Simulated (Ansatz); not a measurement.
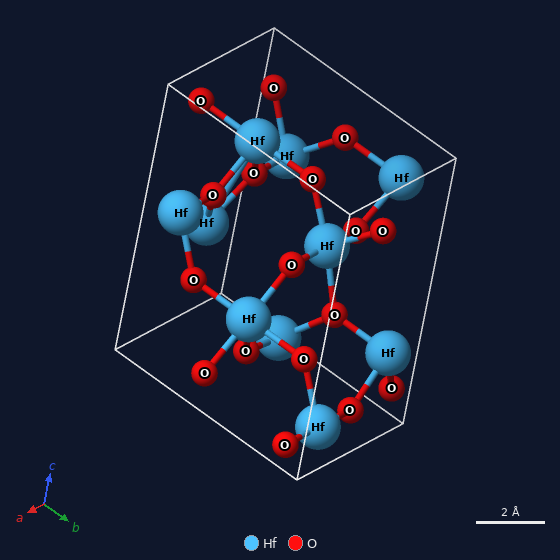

This ball-and-stick model is shown slightly off an axis. The parallelepiped is the supercell. The host is HfO$_{2}$, in a cell of 24 sites, and the cell carries a charge of +1.

Where does the cell differ from the host, and how?

Answer. An oxygen vacancy. Around the empty site lie three Hf and one O at about 2.2 to 2.6 Å.

Results below were computed with DFT PBEsol, scalar-relativistic, plane waves, PAW (Ansatz 0.2.0); the settings were a basis cut at 420 eV, 2×2×2 k-points, Gaussian smearing of 0.01 eV, collinear spins.

Does the defective cell carry a moment?

Answer. No net moment.

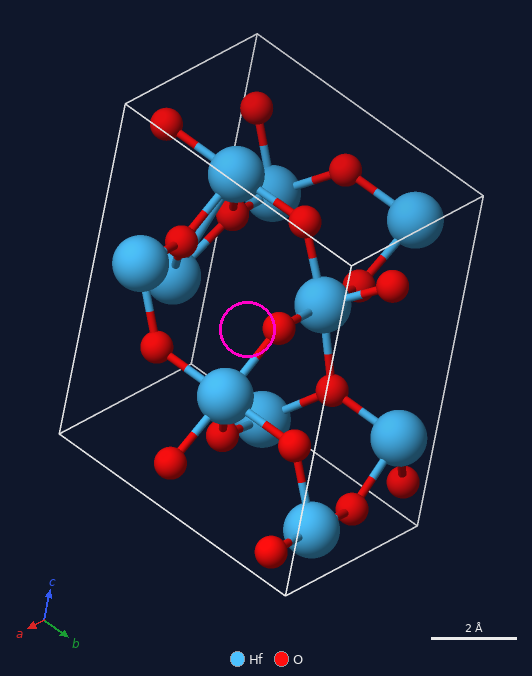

The same cell with a ring at the defect's site.

The atoms were relaxed in the host's cell with DFT PBEsol, scalar-relativistic, plane waves, PAW (Ansatz 0.2.0).
